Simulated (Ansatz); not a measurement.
A series of calculations on WS2

### Relaxation

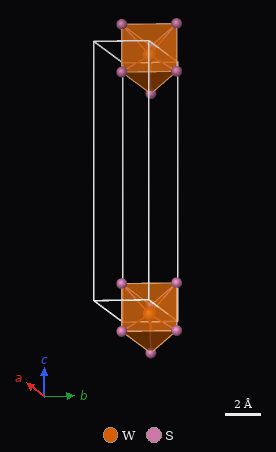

Starting structure of a crystal of WS₂ (set up in P-6m2). Style: polyhedral. Shown: the cell of the calculation, from a free direction.

Theory: Ansatz 0.2.0, DFT PBEsol, scalar-relativistic, plane waves, PAW.

The input:
```yaml
crystal:
  lattice:
    - [3.1835163552, 0.0, 0.0]
    - [-1.5917581776, 2.7570060369, 0.0]
    - [0.0, 0.0, 16.95057789]
  atoms:
    - { symbol: W, position: [0.33333333, 0.66666667, 0.0] }
    - { symbol: S, position: [0.66666667, 0.33333333, 0.90799949] }
    - { symbol: S, position: [0.66666667, 0.33333333, 0.09200051] }
basis:
  ecutwfc: 420
kpoints:
  mp_grid: { grid: [12, 12, 2] }
hamiltonian:
  xc: pbesol
scf:
  occupations: { method: gaussian, width: 0.02 }
output:
  forces: true
  stress: true
  eigenvalues: true
relax:
  adjacent_minimum: "off"
  f_tol: 0.005
  max_steps: 80
  cell: { stress_tol: 0.05 }
```

Launched with:
```bash
ansatz run input.yaml --threads 1 --pin off --max-ram 2560MiB --backend cpu --events-out ev --progress --plain --runs-dir out
```

### Where does the relaxation end?

The largest moves relative to the cell, 0.007 Å, are those of S2 and S3. S2 goes along −c. W stays in place. The volume changes by −2.3 %, with a = b 3.184 → 3.146 Å (−1.2 %), c 16.951 → 16.953 Å (0.0 %). Some distances before and after: W1–W1 3.184 → 3.146 Å, W1–S2 2.410 → 2.399 Å. The space group stays P-6m2 (No. 187). After 3 accepted moves (4 points after the start) the energy has fallen by 4.9 meV per atom. The largest force component goes from 0.13 to 0.002 eV/Å. The pressure goes from −1.08 to −0.01 GPa. At 1 point the geometry stayed and the basis and grid were re-selected for the new cell (energy shift of 0.1 meV per atom at most each time).

The end point in the same view:

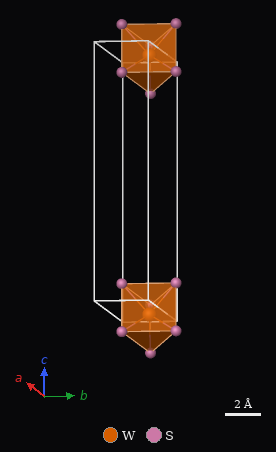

### A change

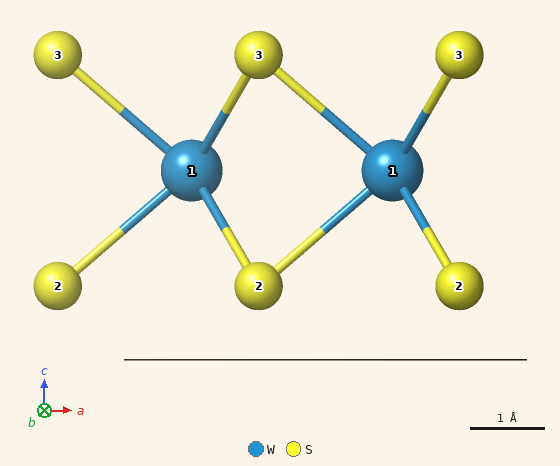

This is crystalline WS$_{2}$ (set up in P-6m2). A ball-and-stick model of the 2 × 2 repeat of the cell, outlined in the plane, without the vacuum, seen along the b axis.

Theory: DFT PBEsol, scalar-relativistic, plane waves, PAW (Ansatz 0.2.0). Settings: plane-wave cutoff 420 eV; k-point mesh 12 × 12 × 2; occupations gaussian; smearing width 0.02 eV; no spin polarisation.

Now this is done to it. Biaxial strain in the a–b plane, −4.5 %, is applied. The c axis and the atoms are relaxed.

**What does the calculation give for the changed structure?**

In the plane the drawn cell goes a 6.292 → 6.008 Å (−4.5 %), b 6.292 → 6.008 Å (−4.5 %). The largest moves relative to the cell and the layer's centre, 0.054 Å, are those of S2 and S3. S3 goes along the normal (+c). W stays in place. Among the bonded contacts that change: S–W 2.399 → 2.374 Å. The space group stays P-6m2 (No. 187). It costs 73.8 meV per atom. The pressure goes from 0.0 to 3.9 GPa. The principal stresses (compression positive) are 0.0 GPa along the normal (+c) and 5.8 GPa across it.

Drawn alike, the variant:

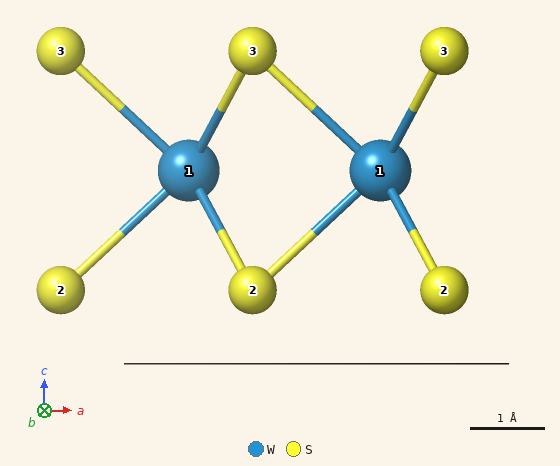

### Series

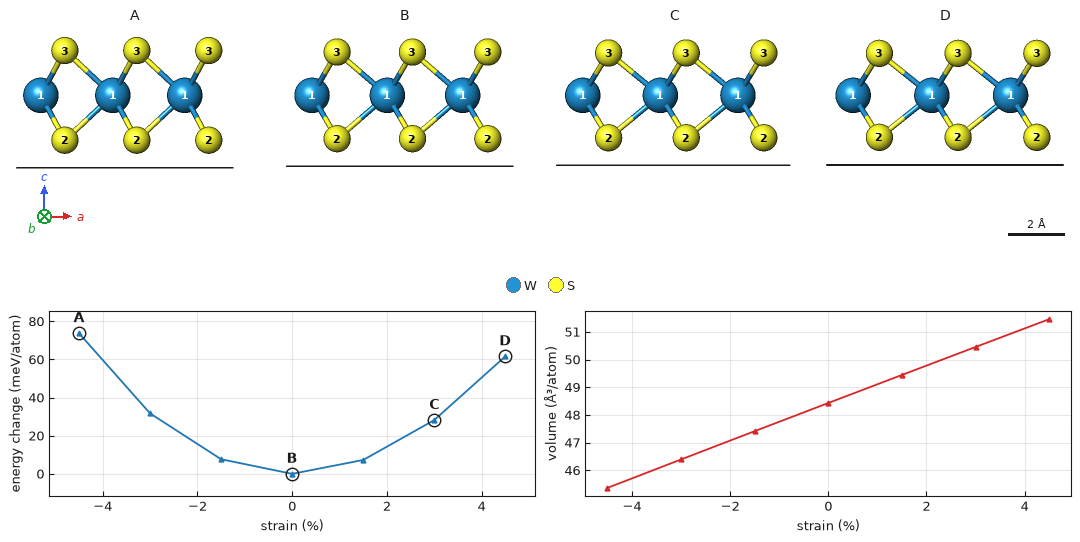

Members of a series of calculations on solid WS2 (set up in P-6m2), marked on the first curve. The picture is a ball-and-stick view of the 3 × 3 repeat of the cell, outlined in the plane, without the vacuum, seen along the b axis.

These are results of DFT PBEsol, scalar-relativistic, plane waves, PAW in Ansatz 0.2.0, not measurements. Settings: plane-wave cutoff 420 eV; k-point mesh 12 × 12 × 2; occupations gaussian; smearing width 0.02 eV; no spin polarisation.

Describe the series.

Answer. Biaxial strain in the a–b plane, c and atoms relaxed. A (strain −4.5 %): energy change 73.8 meV/atom, volume 45.36 Å³ per atom. B (strain 0.0 %): energy change 0.0 meV/atom, volume 48.43 Å³ per atom. C (strain 3.0 %): energy change 28.2 meV/atom, volume 50.45 Å³ per atom. D (strain 4.5 %): energy change 61.6 meV/atom, volume 51.46 Å³ per atom. The rest compares A with D. In the plane the drawn cell goes a 9.013 → 9.862 Å (+9.4 %), b 9.013 → 9.862 Å (+9.4 %). Some distances before and after: S–W 2.374 → 2.430 Å.
